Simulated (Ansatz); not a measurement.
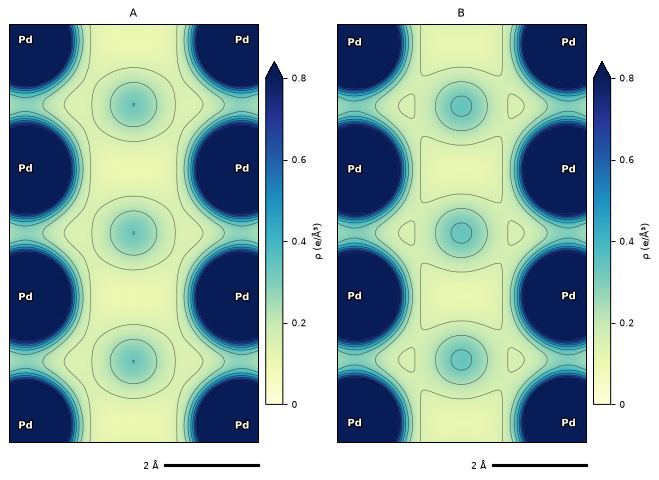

Pd. The valence pseudo-density of two cells that differ in size, on the (010) plane of each (indices in the axes of the calculation cell), at one length scale and on one colour scale: A has 17.4 Å³ an atom and B 16.8.

All numbers below come from DFT, RPBE, plane waves (420 eV) with PAW, scalar-relativistic in Ansatz 0.2.0.

The density is the valence pseudo-density of a PAW calculation; it isn't the true density close to the nuclei.

The larger cell:

```
CELL_PARAMETERS angstrom
4.66879 0.00000 0.00000
-2.33440 4.04329 0.00000
0.00000 0.00000 2.76911
ATOMIC_POSITIONS crystal
Pd 0.00000 0.00000 0.00000
Pd 0.33333 0.66667 0.50000
Pd 0.66667 0.33333 0.50000
```

The smaller cell: a = 4.610 Å, b = 4.610 Å, c = 2.734 Å, α = 90.00°, β = 90.00°, γ = 120.00°.

**What changes from the larger cell to the smaller?**

From the larger cell to the smaller, Pd–Pd goes from 2.77 to 2.73 Å, and the density at its midpoint from 0.28 to 0.29 e/Å³; the pressure goes from −8 to −4.7 GPa.
